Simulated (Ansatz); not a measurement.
Single-point calculation of Al16O25 (charge −1) (part 2 of 3)

Al16O25 (defect cell, 41 atoms in the cell, total charge −1); DFT PBE, scalar-relativistic, plane waves, PAW, spin-polarised (Ansatz 0.2.0); cutoff 420 eV, 3×3×3 k-mesh, Gaussian smearing of 0.05 eV, collinear spins. The structure derives from an entry of the Crystallography Open Database.

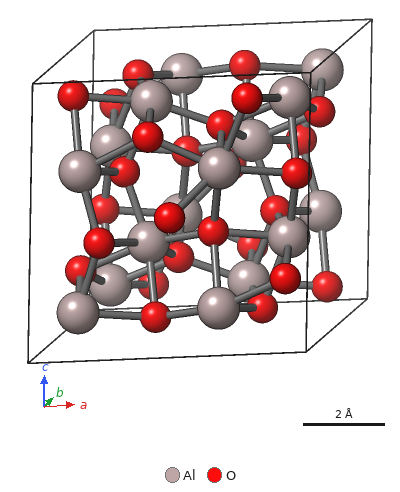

**Figure 1.** The structure (ball-and-stick view of the cell of the calculation, seen slightly off an axis). An atom can appear more than once, as a periodic image.

Output, continued
```
SCF iter   1: F=—  HF=-22840.040184 eV  |F-HF|=—  |Δ(HF+E_count)|=         —  Δρ=6.34e-2 (↑6.03e-2 ↓6.34e-2)  dr2=4.87e1  dr2_m=1.58e-1  M=1.000 μB ∫|m|=1.094 μB  β_m=0.30  ethr=3.10e-3  ⟨swp⟩=6.9  Hψ=18203  notcnv=0  defer=290
preconditioner: auto → Kerker (q_TF=auto, 2.495 Å⁻¹)  [metal: Δε(μ)=0.002 eV  Ē_g=18.400 eV  σ=0.050 eV  W_gap=0.02  n_scr=86 (ndim 8)  ℏωp=28.4 eV  f_vac=0.000  D(μ)=21.83/eV (n_scr^D=226)]
spin=Collinear: Kerker preconditioning applied to the charge; magnetization (m = ρ↑ − ρ↓) channel mixes plain (no charge-response kernel on spin).
SCF iter   2: F=—  HF=-22830.720406 eV  |F-HF|=—  |Δ(HF+E_count)|=    9.32e0  Δρ=3.59e-2 (↑3.38e-2 ↓3.59e-2)  dr2=1.63e1  dr2_m=8.42e-2  M=1.000 μB ∫|m|=1.080 μB  β_m=0.30  ethr=3.10e-3  ⟨swp⟩=2.0  Hψ=7157  notcnv=0  defer=1001
SCF iter   3: F=—  HF=-22826.670974 eV  |F-HF|=—  |Δ(HF+E_count)|=    4.05e0  Δρ=1.79e-2 (↑1.76e-2 ↓1.79e-2)  dr2=1.90e0  dr2_m=4.70e-2  M=1.000 μB ∫|m|=1.072 μB  β_m=0.30  ethr=3.10e-3  ⟨swp⟩=3.5  Hψ=6377  notcnv=0  defer=1001
SCF iter   4: F=—  HF=-22826.482429 eV  |F-HF|=—  |Δ(HF+E_count)|=   1.89e-1  Δρ=4.44e-3 (↑4.44e-3 ↓3.48e-3)  dr2=7.27e-2  dr2_m=2.48e-2  M=1.000 μB ∫|m|=1.067 μB  β_m=0.30  ethr=9.55e-4  ⟨swp⟩=2.2  Hψ=4792  notcnv=0  defer=1024
SCF iter   5: F=—  HF=-22826.499571 eV  |F-HF|=—  |Δ(HF+E_count)|=   1.71e-2  Δρ=3.04e-3 (↑3.04e-3 ↓2.85e-3)  dr2=3.35e-2  dr2_m=1.45e-2  M=1.000 μB ∫|m|=1.064 μB  β_m=0.30  ethr=3.65e-5  ⟨swp⟩=2.0  Hψ=5080  notcnv=0  defer=1024
SCF iter   6: F=—  HF=-22826.510277 eV  |F-HF|=—  |Δ(HF+E_count)|=   1.07e-2  Δρ=1.80e-3 (↑1.74e-3 ↓1.80e-3)  dr2=1.25e-2  dr2_m=6.74e-3  M=1.000 μB ∫|m|=1.061 μB  β_m=0.30  ethr=1.68e-5  ⟨swp⟩=2.0  Hψ=5103  notcnv=0  defer=1024
Mixer restart at iter 6: flushing history
spin-set hold released at iteration 6 (site moments contracting): the magnetisation degrees of freedom join the quasi-Newton model from the next iteration; the mixer history was flushed
SCF iter   7: F=—  HF=-22826.513212 eV  |F-HF|=—  |Δ(HF+E_count)|=   2.94e-3  Δρ=1.54e-3 (↑1.30e-3 ↓1.54e-3)  dr2=9.09e-3  dr2_m=4.44e-3  M=1.000 μB ∫|m|=1.060 μB  β_m=0.65  ethr=6.28e-6  ⟨swp⟩=1.8  Hψ=2973  notcnv=0  defer=1024
SCF iter   8: F=—  HF=-22826.519635 eV  |F-HF|=—  |Δ(HF+E_count)|=   6.42e-3  Δρ=4.76e-3 (↑4.66e-4 ↓4.76e-3)  dr2=2.61e-2  dr2_m=1.86e-2  M=1.000 μB ∫|m|=1.060 μB  β_m=0.75  ethr=4.57e-6  ⟨swp⟩=2.0  Hψ=5113  notcnv=0  defer=1024  recentre
SCF iter   9: F=—  HF=-22826.518761 eV  |F-HF|=—  |Δ(HF+E_count)|=   8.74e-4  Δρ=3.73e-3 (↑3.49e-4 ↓3.73e-3)  dr2=1.64e-2  dr2_m=1.13e-2  M=1.000 μB ∫|m|=1.060 μB  β_m=0.88  ethr=4.57e-6  ⟨swp⟩=1.5  Hψ=4779  notcnv=0  defer=1024
SCF iter  10: F=-22826.502811 eV  HF=-22826.522693 eV  |F-HF|=1.99e-2  |Δ(HF+E_count)|=   3.93e-3  Δρ=3.85e-3 (↑1.07e-3 ↓3.85e-3)  dr2=3.53e-2  dr2_m=7.61e-3  M=1.000 μB ∫|m|=1.059 μB  β_m=0.88  ethr=4.57e-6  ⟨swp⟩=2.0  Hψ=5349  notcnv=0  defer=1024
SCF iter  11: F=-22826.518105 eV  HF=-22826.519334 eV  |F-HF|=1.23e-3  |Δ(HF+E_count)|=   3.36e-3  Δρ=5.01e-4 (↑4.35e-4 ↓5.01e-4)  dr2=1.86e-3  dr2_m=3.10e-4  M=1.000 μB ∫|m|=1.059 μB  β_m=0.94  ethr=4.57e-6  ⟨swp⟩=2.0  Hψ=5361  notcnv=0  defer=1024
SCF iter  12: F=-22826.521844 eV  HF=-22826.519870 eV  |F-HF|=1.97e-3  |Δ(HF+E_count)|=   5.36e-4  Δρ=2.65e-3 (↑2.93e-4 ↓2.65e-3)  dr2=5.65e-3  dr2_m=6.11e-3  M=1.000 μB ∫|m|=1.060 μB  β_m=0.97  ethr=9.35e-7  ⟨swp⟩=2.0  Hψ=4204  notcnv=0  defer=1024  recentre
SCF iter  13: F=-22826.521359 eV  HF=-22826.519695 eV  |F-HF|=1.66e-3  |Δ(HF+E_count)|=   1.75e-4  Δρ=2.25e-3 (↑2.97e-4 ↓2.25e-3)  dr2=3.86e-3  dr2_m=4.55e-3  M=1.000 μB ∫|m|=1.060 μB  β_m=0.43  ethr=9.35e-7  ⟨swp⟩=1.1  Hψ=2952  notcnv=0  defer=1024
SCF iter  14: F=-22826.524061 eV  HF=-22826.520854 eV  |F-HF|=3.21e-3  |Δ(HF+E_count)|=   1.16e-3  Δρ=3.32e-3 (↑2.87e-4 ↓3.32e-3)  dr2=8.60e-3  dr2_m=9.52e-3  M=1.000 μB ∫|m|=1.060 μB  β_m=0.50  ethr=9.35e-7  ⟨swp⟩=2.0  Hψ=4227  notcnv=0  defer=1024
SCF iter  15: F=-22826.528486 eV  HF=-22826.522996 eV  |F-HF|=5.49e-3  |Δ(HF+E_count)|=   2.14e-3  Δρ=4.42e-3 (↑3.31e-4 ↓4.42e-3)  dr2=1.55e-2  dr2_m=1.69e-2  M=1.000 μB ∫|m|=1.062 μB  β_m=0.53  ethr=9.35e-7  ⟨swp⟩=2.0  Hψ=5387  notcnv=0  defer=1024
SCF iter  16: F=-22826.535413 eV  HF=-22826.526630 eV  |F-HF|=8.78e-3  |Δ(HF+E_count)|=   3.63e-3  Δρ=5.52e-3 (↑4.15e-4 ↓5.52e-3)  dr2=2.41e-2  dr2_m=2.64e-2  M=1.000 μB ∫|m|=1.064 μB  β_m=0.55  ethr=9.35e-7  ⟨swp⟩=2.0  Hψ=6255  notcnv=0  defer=1024
SCF iter  17: F=-22826.545506 eV  HF=-22826.532590 eV  |F-HF|=1.29e-2  |Δ(HF+E_count)|=   5.96e-3  Δρ=6.32e-3 (↑5.40e-4 ↓6.32e-3)  dr2=3.09e-2  dr2_m=3.54e-2  M=1.000 μB ∫|m|=1.068 μB  β_m=0.54  ethr=9.35e-7  ⟨swp⟩=2.4  Hψ=5481  notcnv=0  defer=1024
SCF iter  18: F=-22826.558671 eV  HF=-22826.542398 eV  |F-HF|=1.63e-2  |Δ(HF+E_count)|=   9.81e-3  Δρ=6.40e-3 (↑7.15e-4 ↓6.40e-3)  dr2=2.96e-2  dr2_m=3.76e-2  M=1.000 μB ∫|m|=1.073 μB  β_m=0.91  ethr=9.35e-7  ⟨swp⟩=2.5  Hψ=5736  notcnv=0  defer=1024
SCF iter  19: F=-22826.567772 eV  HF=-22826.558932 eV  |F-HF|=8.84e-3  |Δ(HF+E_count)|=   1.65e-2  Δρ=5.92e-3 (↑3.24e-4 ↓5.92e-3)  dr2=3.03e-2  dr2_m=2.98e-2  M=1.000 μB ∫|m|=1.081 μB  β_m=0.95  ethr=9.35e-7  ⟨swp⟩=2.5  Hψ=6008  notcnv=0  defer=1025
SCF iter  20: F=-22826.572452 eV  HF=-22826.567911 eV  |F-HF|=4.54e-3  |Δ(HF+E_count)|=   8.98e-3  Δρ=4.20e-3 (↑2.51e-4 ↓4.20e-3)  dr2=1.53e-2  dr2_m=1.46e-2  M=1.000 μB ∫|m|=1.082 μB  β_m=0.98  ethr=9.35e-7  ⟨swp⟩=2.5  Hψ=6055  notcnv=0  defer=1025
SCF iter  21: F=-22826.574915 eV  HF=-22826.572557 eV  |F-HF|=2.36e-3  |Δ(HF+E_count)|=   4.65e-3  Δρ=2.63e-3 (↑2.09e-4 ↓2.63e-3)  dr2=5.61e-3  dr2_m=5.87e-3  M=1.000 μB ∫|m|=1.083 μB  β_m=0.99  ethr=9.35e-7  ⟨swp⟩=2.5  Hψ=5529  notcnv=0  defer=1025
SCF iter  22: F=-22826.575924 eV  HF=-22826.575196 eV  |F-HF|=7.28e-4  |Δ(HF+E_count)|=   2.64e-3  Δρ=1.13e-3 (↑2.83e-4 ↓1.13e-3)  dr2=8.83e-4  dr2_m=1.40e-3  M=1.000 μB ∫|m|=1.084 μB  β_m=0.99  ethr=9.35e-7  ⟨swp⟩=2.5  Hψ=5432  notcnv=0  defer=1025
SCF iter  23: F=-22826.576180 eV  HF=-22826.576002 eV  |F-HF|=1.78e-4  |Δ(HF+E_count)|=   8.05e-4  Δρ=5.61e-4 (↑1.34e-4 ↓5.61e-4)  dr2=2.12e-4  dr2_m=3.44e-4  M=1.000 μB ∫|m|=1.084 μB  β_m=1.00  ethr=4.44e-7  ⟨swp⟩=2.0  Hψ=5621  notcnv=0  defer=1025
SCF iter  24: F=-22826.576196 eV  HF=-22826.576274 eV  |F-HF|=7.73e-5  |Δ(HF+E_count)|=   2.72e-4  Δρ=2.72e-4 (↑6.73e-5 ↓2.72e-4)  dr2=1.57e-4  dr2_m=5.28e-5  M=1.000 μB ∫|m|=1.084 μB  β_m=1.00  ethr=1.07e-7  ⟨swp⟩=2.5  Hψ=5583  notcnv=0  defer=1025
SCF iter  25: F=-22826.576199 eV  HF=-22826.576259 eV  |F-HF|=6.01e-5  |Δ(HF+E_count)|=   1.47e-5  Δρ=3.63e-4 (↑3.87e-5 ↓3.63e-4)  dr2=2.03e-4  dr2_m=9.32e-5  M=1.000 μB ∫|m|=1.085 μB  β_m=1.00  ethr=7.89e-8  ⟨swp⟩=2.0  Hψ=5314  notcnv=0  defer=1025
SCF iter  26: F=-22826.576262 eV  HF=-22826.576314 eV  |F-HF|=5.14e-5  |Δ(HF+E_count)|=   5.45e-5  Δρ=2.80e-4 (↑4.53e-5 ↓2.80e-4)  dr2=1.35e-4  dr2_m=5.71e-5  M=1.000 μB ∫|m|=1.084 μB  β_m=0.42  ethr=7.89e-8  ⟨swp⟩=2.5  Hψ=5821  notcnv=0  defer=1025
SCF iter  27: F=-22826.576338 eV  HF=-22826.576348 eV  |F-HF|=1.01e-5  |Δ(HF+E_count)|=   3.46e-5  Δρ=2.02e-4 (↑3.92e-5 ↓2.02e-4)  dr2=5.99e-5  dr2_m=3.71e-5  M=1.000 μB ∫|m|=1.084 μB  β_m=1.00  ethr=6.80e-8  ⟨swp⟩=2.5  Hψ=5639  notcnv=0  defer=1025
SCF iter  28: F=-22826.576423 eV  HF=-22826.576427 eV  |F-HF|=3.43e-6  |Δ(HF+E_count)|=   7.85e-5  Δρ=1.17e-4 (↑3.54e-5 ↓1.17e-4)  dr2=2.12e-5  dr2_m=1.65e-5  M=1.000 μB ∫|m|=1.084 μB  β_m=0.51  ethr=3.01e-8  ⟨swp⟩=3.0  Hψ=7115  notcnv=0  defer=1025
SCF iter  29: F=-22826.576479 eV  HF=-22826.576480 eV  |F-HF|=1.10e-6  |Δ(HF+E_count)|=   5.38e-5  Δρ=1.01e-4 (↑2.78e-5 ↓1.01e-4)  dr2=1.38e-5  dr2_m=1.20e-5  M=1.000 μB ∫|m|=1.083 μB  β_m=0.62  ethr=1.06e-8  ⟨swp⟩=3.0  Hψ=6959  notcnv=0  defer=1025
SCF iter  30: F=-22826.576568 eV  HF=-22826.576571 eV  |F-HF|=3.25e-6  |Δ(HF+E_count)|=   9.08e-5  Δρ=9.33e-5 (↑2.19e-5 ↓9.33e-5)  dr2=1.39e-5  dr2_m=8.50e-6  M=1.000 μB ∫|m|=1.083 μB  β_m=0.86  ethr=6.93e-9  ⟨swp⟩=3.5  Hψ=7784  notcnv=0  defer=1025
SCF iter  31: F=-22826.576655 eV  HF=-22826.576660 eV  |F-HF|=4.61e-6  |Δ(HF+E_count)|=   8.88e-5  Δρ=1.74e-4 (↑1.55e-5 ↓1.74e-4)  dr2=3.95e-5  dr2_m=2.32e-5  M=1.000 μB ∫|m|=1.083 μB  β_m=0.96  ethr=6.93e-9  ⟨swp⟩=4.0  Hψ=8649  notcnv=0  defer=1025
SCF iter  32: F=-22826.576660 eV  HF=-22826.576663 eV  |F-HF|=2.89e-6  |Δ(HF+E_count)|=   2.86e-6  Δρ=7.03e-5 (↑1.41e-5 ↓7.03e-5)  dr2=8.52e-6  dr2_m=3.68e-6  M=1.000 μB ∫|m|=1.083 μB  β_m=0.86  ethr=6.93e-9  ⟨swp⟩=3.0  Hψ=6840  notcnv=0  defer=1025
SCF iter  33: F=-22826.576672 eV  HF=-22826.576673 eV  |F-HF|=7.05e-7  |Δ(HF+E_count)|=   1.00e-5  Δρ=6.01e-5 (↑7.15e-6 ↓6.01e-5)  dr2=4.85e-6  dr2_m=2.76e-6  M=1.000 μB ∫|m|=1.083 μB  β_m=0.76  ethr=4.28e-9  ⟨swp⟩=3.5  Hψ=7913  notcnv=0  defer=1025
SCF iter  34: F=-22826.576674 eV  HF=-22826.576674 eV  |F-HF|=4.57e-7  |Δ(HF+E_count)|=   1.37e-6  Δρ=5.15e-6 (↑4.69e-6 ↓5.15e-6)  dr2=5.48e-7  dr2_m=4.51e-9  M=1.000 μB ∫|m|=1.083 μB  β_m=0.70  ethr=2.44e-9  ⟨swp⟩=3.0  Hψ=6725  notcnv=0  defer=1025
SCF iter  35: F=-22826.576674 eV  HF=-22826.576674 eV  |F-HF|=1.96e-7  |Δ(HF+E_count)|=   1.50e-7  Δρ=1.37e-5 (↑2.17e-6 ↓1.37e-5)  dr2=4.24e-7  dr2_m=1.41e-7  M=1.000 μB ∫|m|=1.083 μB  β_m=0.75  ethr=2.75e-10  ⟨swp⟩=2.1  Hψ=5368  notcnv=0  defer=1025
SCF iter  36: F=-22826.576674 eV  HF=-22826.576674 eV  |F-HF|=4.68e-8  |Δ(HF+E_count)|=   3.30e-8  Δρ=8.36e-6 (↑1.42e-6 ↓8.36e-6)  dr2=1.31e-7  dr2_m=5.35e-8  M=1.000 μB ∫|m|=1.083 μB  β_m=0.77  ethr=2.13e-10  ⟨swp⟩=3.0  Hψ=5860  notcnv=0  defer=1025
SCF iter  37: F=-22826.576674 eV  HF=-22826.576674 eV  |F-HF|=2.34e-9  |Δ(HF+E_count)|=   6.32e-8  Δρ=8.56e-6 (↑6.41e-7 ↓8.56e-6)  dr2=8.29e-8  dr2_m=5.76e-8  M=1.000 μB ∫|m|=1.083 μB  β_m=0.89  ethr=5.03e-11  ⟨swp⟩=16.9  Hψ=25685  notcnv=0
SCF iter  38: F=-22826.576674 eV  HF=-22826.576674 eV  |F-HF|=2.26e-9  |Δ(HF+E_count)|=   4.51e-8  Δρ=8.08e-6 (↑3.79e-7 ↓8.08e-6)  dr2=7.20e-8  dr2_m=5.09e-8  M=1.000 μB ∫|m|=1.083 μB  β_m=0.68  ethr=4.16e-11  ⟨swp⟩=5.4  Hψ=13163  notcnv=0
SCF iter  39: F=-22826.576674 eV  HF=-22826.576674 eV  |F-HF|=1.24e-9  |Δ(HF+E_count)|=   1.87e-8  Δρ=3.73e-6 (↑2.04e-7 ↓3.73e-6)  dr2=1.69e-8  dr2_m=1.08e-8  M=1.000 μB ∫|m|=1.083 μB  β_m=0.68  ethr=3.62e-11  ⟨swp⟩=3.5  Hψ=9169  notcnv=0
SCF iter  40: F=-22826.576674 eV  HF=-22826.576674 eV  |F-HF|=1.03e-9  |Δ(HF+E_count)|=   6.01e-9  Δρ=1.14e-6 (↑1.47e-7 ↓1.14e-6)  dr2=2.55e-9  dr2_m=9.95e-10  M=1.000 μB ∫|m|=1.083 μB  ethr=8.49e-12  ⟨swp⟩=3.5  Hψ=9197  notcnv=0
SCF 1 converged in 40 iterations: F = -22826.576674 eV  dr2 = 2.55e-9
  greatest PAW one-centre occupation: 0.891 electrons in one spin orbital (limit 2), on the O atom at site 40 (counted from 0), in its partial waves of l = 0
```

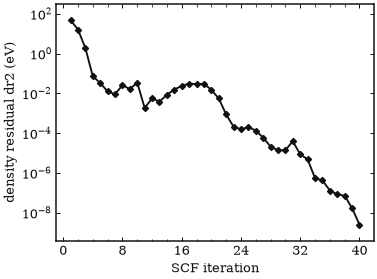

**Figure 2.** Convergence of the self-consistent field: density residual dr2 against the SCF iteration. The residual falls unevenly and jumps up by a factor of two or more 5 times on the way down.

```
at 15 of the mixer's solves, the last at iteration 27, it left a direction of its history that read negative out of its fit and stepped the other way along it
SCF converged after 40 iterations
Magnetization: 1.0000 μB (100.0000 up, 99.0000 down)
Absolute magnetization: 1.0844 μB (∫|ρ↑−ρ↓|, with the PAW one-centre terms)
Spin contamination: 0.0023 ħ² per cell (⟨S²⟩ above its minimum at these occupations)
Per-site moments (μB) at R_I (Å): [(-0.00022830156399868907, 0.7637011889418287), (-0.00021565875955923598, 0.7637343994749268), (0.00011445542563015952, 0.7583871200905653), (6.647114172441952e-5, 0.7635867493863004), (0.0008234512749874905, 0.7581809428653636), (-8.75065763513304e-5, 0.7581172984348875), (-0.002182871498837343, 0.7770230775292978), (0.0005393102496470627, 0.7581865322761634), (6.587584977595375e-5, 0.7636403007193576), (0.00011417253133157882, 0.7585107755005978), (-0.00021587742903741977, 0.7637360401641674), (-0.00022852579072185804, 0.7637588581789119), (0.0005400316123570687, 0.7581788499900681), (-0.0021810985274264387, 0.7772101281880969), (-8.790308375499804e-5, 0.7581746437581454), (0.0008236554219514402, 0.7581242027890602), (0.001159515809877918, 0.7581788499900681), (0.020809885637972356, 0.7636403007193576), (-8.700543862624599e-5, 0.7638196031883856), (0.0025436613975707728, 0.7654495396228266), (0.0726842448715721, 0.7637360401641674), (0.00048817501681486274, 0.765457146162744), (0.0006408963333913075, 0.763841658077689), (0.0010002302822033253, 0.7581746437581454), (0.00033788208780951055, 0.7654955294019148), (-5.079052746514816e-6, 0.7581242027890602), (0.0006305210480183341, 0.7638302257131536), (0.02426183566890826, 0.7637588581789119), (0.0025364758298889417, 0.7654616339962778), (-8.608943425699933e-5, 0.7638024844289805), (0.020914666417256603, 0.7635867493863004), (0.0011649795750222796, 0.7581865322761634), (0.0010047888198544833, 0.7581172984348875), (0.0006446713810872956, 0.7637922898486326), (0.00048799604341584604, 0.7655001200666427), (0.07294547675706586, 0.7637343994749268), (0.024309481134781694, 0.7637011889418287), (0.000635450691193444, 0.7638268249252294), (-5.031916212225454e-6, 0.7581809428653636), (0.0003337580772001488, 0.7655432249384345), (0.6313443540599908, 0.7770230775292978)]
Free energy (F): -22826.576674 eV
Harris-Foulkes:  -22826.576674 eV  (|F-HF|=1.03e-9)
Internal energy: -22826.576674 eV  (E = F + TS)
E sigma→0 (E₀):  -22826.576674 eV
Entropy (-TS):   -0.000000 eV (-0.000 meV/atom)
Fermi energy:    11.725657 eV
```
